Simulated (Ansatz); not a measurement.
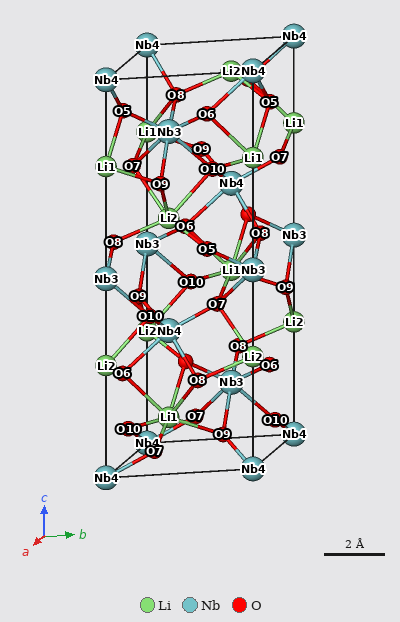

Fig. 1: The structure as given in the input (ball-and-stick view of the cell 3 times as large as that of the calculation, set on its symmetry axes, seen slightly off an axis; atoms are numbered from 1 in the order of the input). Near neighbours in the crystal (not all of them lie inside the picture): Li has 6 O at 2.05 to 2.24 Å; Nb has 6 O at 1.88 to 2.14 Å; O has 2 Li at 2.05 to 2.24 Å and 2 Nb at 1.88 to 2.14 Å.

# LiNbO3: one change and its effect

System: LiNbO3 (R3c, 10 atoms in the cell).
Method of run 1: DFT, r2SCAN, plane waves, PAW, no spin polarisation (Ansatz 0.2.0).

The structure was built on a prototype by a generator; it need not be a known phase. The geometry comes from this level: r2SCAN. Text and figures count atoms from 1; the logs count them from 0 in places.

### The input, run 1
```yaml
crystal:
  lattice:
    - [2.5687004035, 1.4830398694, 4.6282271812]
    - [-2.5687004035, 1.4830398694, 4.6282271812]
    - [0.0, -2.9660797388, 4.6282271812]
  atoms:
    - { symbol: Li, position: [0.7821703297, 0.7821703297, 0.7821703297] }
    - { symbol: Li, position: [0.2821703297, 0.2821703297, 0.2821703297] }
    - { symbol: Nb, position: [0.5001763109, 0.5001763109, 0.5001763109] }
    - { symbol: Nb, position: [1.0001763109, 1.0001763109, 0.0001763109] }
    - { symbol: O, position: [0.6079877655, 0.2196418006, 0.8620237934] }
    - { symbol: O, position: [0.8620237934, 0.6079877655, 0.2196418006] }
    - { symbol: O, position: [0.1079877655, 0.3620237934, 0.7196418006] }
    - { symbol: O, position: [0.2196418006, 0.8620237934, 0.6079877655] }
    - { symbol: O, position: [0.7196418006, 0.1079877655, 0.3620237934] }
    - { symbol: O, position: [0.3620237934, 0.7196418006, 0.1079877655] }
kpoints:
  mp_grid: { grid: [6, 6, 6] }
  band_path:
    path:
      - [0.0, 0.0, 0.0]
      - [-0.5, -0.5, -0.5]
      - [-0.5, -0.2351184957, -0.7648815043]
      - [-0.2351184957, 0.2351184957, -0.5]
      - [0.0, 0.0, -0.5]
      - [0.0, 0.3675592478, -0.3675592478]
      - [-0.3675592478, 0.0, -0.6324407522]
      - [-0.5, 0.0, -0.5]
      - [0.135417, 0.135417, 0.135417]
      - [0.0, 0.380208, -0.380208]
    npoints: 1
hamiltonian:
  xc: r2scan
scf:
  occupations: { method: fixed }
  n_extra_bands: 6
output:
  forces: true
  stress: true
  eigenvalues: true
```

Launched with:
```bash
ansatz run input.yaml --threads 2 --pin off --max-ram 3686MiB --backend cpu --events-out ev --progress --plain --runs-dir out
```

Hardware: 2 threads of Arm Neoverse V2, 24 GiB of memory available, shared host.

### Output, shortened to warnings, some set-up lines, iterations and results (run 1)
```
Basis set: ecut = 500 eV, 2669 PW (Γ), exchange–correlation on 180×180×180 points (64 copies of the dense FFT grid, shifted against one another)
Symmetry: 6 space group operations
k-points: 32 of 216 (time reversal used)
Initial density: superposition of atomic densities (neutral atoms: chi_scale 0, normalization atom), corrected by the library's trained network
[...]
SCF iter   1: F=—  HF=-12961.355562 eV  |F-HF|=—  |Δ(HF+E_count)|=         —  Δρ=1.67e-2  dr2=4.17e-1  dr2_τ=5.88e-1  ethr=1.77e-3  ⟨swp⟩=5.0  Hψ=4513  notcnv=0  defer=125
SCF iter   2: F=—  HF=-12961.394871 eV  |F-HF|=—  |Δ(HF+E_count)|=   3.93e-2  Δρ=7.28e-3  dr2=1.94e-2  dr2_τ=2.26e-2  ethr=6.14e-4  ⟨swp⟩=2.7  Hψ=2314  notcnv=0  defer=120
SCF iter   3: F=—  HF=-12961.393885 eV  |F-HF|=—  |Δ(HF+E_count)|=   9.86e-4  Δρ=3.03e-3  dr2=5.37e-3  dr2_τ=5.58e-4  ethr=2.85e-5  ⟨swp⟩=2.0  Hψ=2054  notcnv=0  defer=128
SCF iter   4: F=—  HF=-12961.393491 eV  |F-HF|=—  |Δ(HF+E_count)|=   3.94e-4  Δρ=7.75e-4  dr2=2.80e-4  dr2_τ=4.46e-5  ethr=7.89e-6  ⟨swp⟩=2.0  Hψ=1862  notcnv=0  defer=128
SCF iter   5: F=—  HF=-12961.393577 eV  |F-HF|=—  |Δ(HF+E_count)|=   8.58e-5  Δρ=1.05e-4  dr2=1.26e-5  dr2_τ=1.38e-6  ethr=4.12e-7  ⟨swp⟩=2.1  Hψ=2232  notcnv=0  defer=106
SCF iter   6: F=—  HF=-12961.393767 eV  |F-HF|=—  |Δ(HF+E_count)|=   1.90e-4  Δρ=1.38e-5  dr2=2.08e-7  dr2_τ=3.75e-8  ethr=1.86e-8  ⟨swp⟩=2.8  Hψ=2300  notcnv=0  defer=58
SCF iter   7: F=-12961.393767 eV  HF=-12961.393767 eV  |F-HF|=1.53e-9  |Δ(HF+E_count)|=   9.83e-8  Δρ=3.53e-6  dr2=1.75e-8  dr2_τ=1.45e-9  ethr=1.47e-10  ⟨swp⟩=9.9  Hψ=5240  …
SCF 1 converged in 7 iterations: F = -12961.393767 eV  dr2 = 1.75e-8
NSCF: frozen V_eff on 10 k-points
SCF converged after 7 iterations
Free energy (F): -12961.393767 eV
Harris-Foulkes:  -12961.393767 eV  (|F-HF|=1.53e-9)
Internal energy: -12961.393767 eV  (E = F + TS)
E sigma→0 (E₀):  -12961.393767 eV
Fermi energy:    6.907852 eV
--- Per-component energies (eV) ---
  E_band       = -581.766565
  E_kinetic    = 1891.292454
  E_local      = -4256.823328  (includes V_loc(G=0)·N_el)
  E_nonlocal   = 444.837226
  E_hartree    = 1436.698345
  E_xc         = -804.165686
  E_vxc        = -1142.151971  (∫ρ·V_xc dr)
  E_paw        = -7180.309114  (= ΣΔE_a)
  E_vpaw       = -464.972083  (= ΣTr[D̂ρ^β])
  E_aug_tail   = 0.006057  (compensation charges beyond the density's cutoff)
  E_vtau       = 72.644258  (kinetic-family band-sum trace: ∫τ·v_τ [+ j·A + Jᵃ·Aᵃ] dr)
  E_ewald      = -4492.353214
  E_core_change = -0.576507  (= ΣΔE_core)
  E_smearing   = -0.000000  (= −TS)
  E_closure    = 0.000000  (closes the sum)
  Σ components = -12961.393767   (vs F -12961.393767, Δ=0.00e0)
--- Forces (eV/Å), atoms counted from 1 ---
  atom   1  Li     0.00000000     0.00000000     0.00049180
  atom   2  Li     0.00000000     0.00000000     0.00049180
  atom   3  Nb     0.00000000    -0.00000000    -0.00117604
  atom   4  Nb    -0.00000000     0.00000000    -0.00117604
  atom   5  O      0.00025043    -0.00051739     0.00022398
  atom   6  O      0.00032286     0.00047557     0.00022398
  atom   7  O     -0.00032286     0.00047557     0.00022398
  atom   8  O     -0.00057329     0.00004182     0.00022398
  atom   9  O     -0.00025043    -0.00051739     0.00022398
  atom  10  O      0.00057329     0.00004182     0.00022398
  max |Σ_I F_I| component: 2.46e-5 eV/Å
--- Stress (GPa, compression-positive) ---
        0.015867      -0.000000      -0.000000
       -0.000000       0.015867      -0.000000
       -0.000000      -0.000000       0.017854
  P = ⅓ Tr σ = 0.0165 GPa (0.165 kbar)
```

Run 2 used a changed input.

### The two runs side by side

| quantity | run 1 | run 2 |
| --- | --- | --- |
| outcome | converged | converged |
| free energy per atom (eV) | −1296.1394 | −1292.9446 |
| gap on the mesh (eV) | 4.04 | 3.62 |
| pressure (GPa) | 0.02 | 4.26 |
| largest force (eV/Å) | 0.001 | 0.119 |
| SCF iterations | 7 | 6 |
| irreducible k-points | 32 | 32 |
| plane waves at Γ | 2669 | 2079 |
| wall time (shared host) | 14 s | 6.9 s |

Which change of the input explains these differences?

The change (lines with − go, lines with + come):
```diff
-  xc: r2scan
+  xc: pbe
```

The total energies belong to different methods, so their difference says nothing on which is more stable or more accurate. The gap on the mesh goes from 4.04 to 3.62 eV. The pressure goes from 0.02 to 4.26 GPa. The largest force goes from 0.001 to 0.119 eV/Å. The functional changes from r2SCAN to PBE. The SCF takes 6 iterations against 7. The default cutoff goes from 500 to 420 eV with the change. The plane waves at Γ go from 2669 to 2079. On the same kind of shared host run 2 took about 0.5 times as long.

### Output, shortened to warnings, some set-up lines, iterations and results (run 2)
```
Basis set: ecut = 420 eV, 2079 PW (Γ), exchange–correlation on 80×80×80 points (8 copies of the dense FFT grid, shifted against one another)
Symmetry: 6 space group operations
k-points: 32 of 216 (time reversal used)
Initial density: superposition of atomic densities (neutral atoms: chi_scale 0, normalization atom), corrected by the library's trained network
[...]
SCF iter   1: F=—  HF=-12929.443557 eV  |F-HF|=—  |Δ(HF+E_count)|=         —  Δρ=1.57e-3  dr2=8.10e-4  ethr=1.77e-3  ⟨swp⟩=5.0  Hψ=4476  notcnv=0  defer=126
SCF iter   2: F=—  HF=-12929.445218 eV  |F-HF|=—  |Δ(HF+E_count)|=   1.66e-3  Δρ=8.57e-4  dr2=2.49e-4  ethr=1.19e-6  ⟨swp⟩=2.3  Hψ=2654  notcnv=0  defer=128
SCF iter   3: F=—  HF=-12929.445927 eV  |F-HF|=—  |Δ(HF+E_count)|=   7.09e-4  Δρ=3.61e-4  dr2=1.21e-4  ethr=3.67e-7  ⟨swp⟩=2.0  Hψ=2063  notcnv=0  defer=128
SCF iter   4: F=—  HF=-12929.445937 eV  |F-HF|=—  |Δ(HF+E_count)|=   9.48e-6  Δρ=7.47e-5  dr2=6.86e-6  ethr=1.78e-7  ⟨swp⟩=2.0  Hψ=1736  notcnv=0  defer=59
SCF iter   5: F=—  HF=-12929.445933 eV  |F-HF|=—  |Δ(HF+E_count)|=   3.44e-6  Δρ=2.53e-5  dr2=9.16e-7  ethr=1.01e-8  ⟨swp⟩=2.1  Hψ=1806  notcnv=0  defer=57
SCF iter   6: F=-12929.445934 eV  HF=-12929.445934 eV  |F-HF|=8.58e-8  |Δ(HF+E_count)|=   8.45e-7  Δρ=8.63e-6  dr2=8.06e-8  ethr=1.47e-10  ⟨swp⟩=8.8  Hψ=6024  notcnv=0
SCF 1 converged in 6 iterations: F = -12929.445934 eV  dr2 = 8.06e-8
NSCF: frozen V_eff on 10 k-points
SCF converged after 6 iterations
Free energy (F): -12929.445934 eV
Harris-Foulkes:  -12929.445934 eV  (|F-HF|=8.58e-8)
Internal energy: -12929.445934 eV  (E = F + TS)
E sigma→0 (E₀):  -12929.445934 eV
Fermi energy:    7.297671 eV
--- Per-component energies (eV) ---
  E_band       = -519.167171
  E_kinetic    = 1887.957778
  E_local      = -4261.437548  (includes V_loc(G=0)·N_el)
  E_nonlocal   = 450.360661
  E_hartree    = 1438.652156
  E_xc         = -818.353068
  E_vxc        = -1022.192790  (∫ρ·V_xc dr)
  E_paw        = -7134.287507  (= ΣΔE_a)
  E_vpaw       = -451.169191  (= ΣTr[D̂ρ^β])
  E_aug_tail   = 0.014807  (compensation charges beyond the density's cutoff)
  E_ewald      = -4492.353214
  E_smearing   = -0.000000  (= −TS)
  E_closure    = -0.000000  (closes the sum)
  Σ components = -12929.445934   (vs F -12929.445934, Δ=0.00e0)
--- Forces (eV/Å), atoms counted from 1 ---
  atom   1  Li     0.00000000     0.00000000    -0.01063256
  atom   2  Li     0.00000000     0.00000000    -0.01063256
  atom   3  Nb     0.00000000    -0.00000000    -0.08104205
  atom   4  Nb    -0.00000000     0.00000000    -0.08104205
  atom   5  O      0.01679099    -0.11373373     0.03057468
  atom   6  O      0.09010081     0.07140829     0.03057468
  atom   7  O     -0.09010081     0.07140829     0.03057468
  atom   8  O     -0.10689180     0.04232544     0.03057468
  atom   9  O     -0.01679099    -0.11373373     0.03057468
  atom  10  O      0.10689180     0.04232544     0.03057468
  max |Σ_I F_I| component: 9.88e-5 eV/Å
--- Stress (GPa, compression-positive) ---
        4.323973       0.000000       0.000000
        0.000000       4.323973      -0.000000
       -0.000000      -0.000000       4.119885
  P = ⅓ Tr σ = 4.2559 GPa (42.559 kbar)
```
